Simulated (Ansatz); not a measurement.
Given this structure, the input geometry of an electronic-structure calculation (not necessarily at equilibrium), written in its standard cell:

```cif
data_structure
_symmetry_space_group_name_H-M 'P 1'
_symmetry_Int_Tables_number 1
_cell_length_a 5.0868
_cell_length_b 5.0868
_cell_length_c 5.0868
_cell_angle_alpha 90.000
_cell_angle_beta 90.000
_cell_angle_gamma 90.000
_cell_volume 131.63
loop_
_atom_site_label
_atom_site_type_symbol
_atom_site_fract_x
_atom_site_fract_y
_atom_site_fract_z
_atom_site_occupancy
Zr1 Zr 0.00000 0.00000 0.00000 1
O1 O 0.25000 0.75000 0.75000 1
O2 O 0.25000 0.25000 0.75000 1
Zr2 Zr 0.00000 0.50000 0.50000 1
O3 O 0.25000 0.25000 0.25000 1
O4 O 0.25000 0.75000 0.25000 1
Zr3 Zr 0.50000 0.00000 0.50000 1
O5 O 0.75000 0.75000 0.25000 1
O6 O 0.75000 0.25000 0.25000 1
Zr4 Zr 0.50000 0.50000 0.00000 1
O7 O 0.75000 0.25000 0.75000 1
O8 O 0.75000 0.75000 0.75000 1
```

Q: What does the kinematic electron diffraction pattern along [211] look like at 200 kV (B = 0.3 Å²)?

A: The spots form a rectangular net whose two shortest vectors correspond to d = 2.94 Å and 1.80 Å, 90.0° apart. They are -1 1 1 and 0 -2 2. The pattern has symmetry 2mm. The lattice centring (F) removes all reflections that break h + k = 2n, h + l = 2n.

Strongest reflections with d > 0.80 Å, one of each family (|F|² from tabulated Gaussian fits of the electron scattering factors, times a small damping for the curvature of the Ewald sphere):

| hkl | d (Å) | I (strongest = 100) |
| --- | --- | --- |
| 1 -1 -1 | 2.937 | 100 |
| 0 2 -2 | 1.798 | 96 |
| 1 1 -3 | 1.534 | 26 |
| 0 4 -4 | 0.899 | 14 |
| 3 -3 -3 | 0.979 | 8 |
| 3 -1 -5 | 0.860 | 5 |

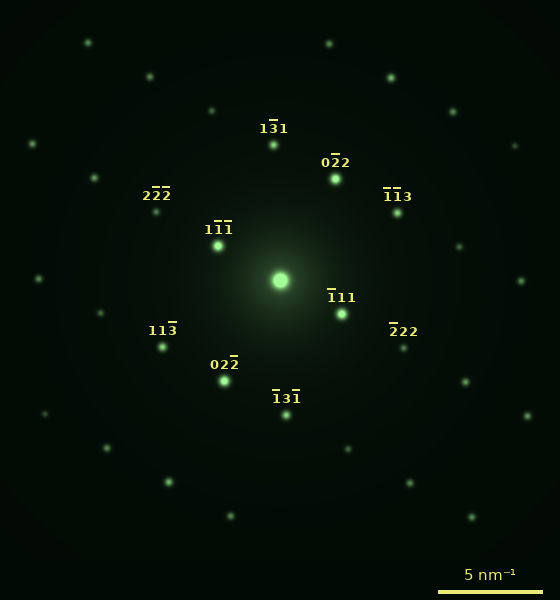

Calculated pattern, seen from the source side with [211] pointing towards the source.
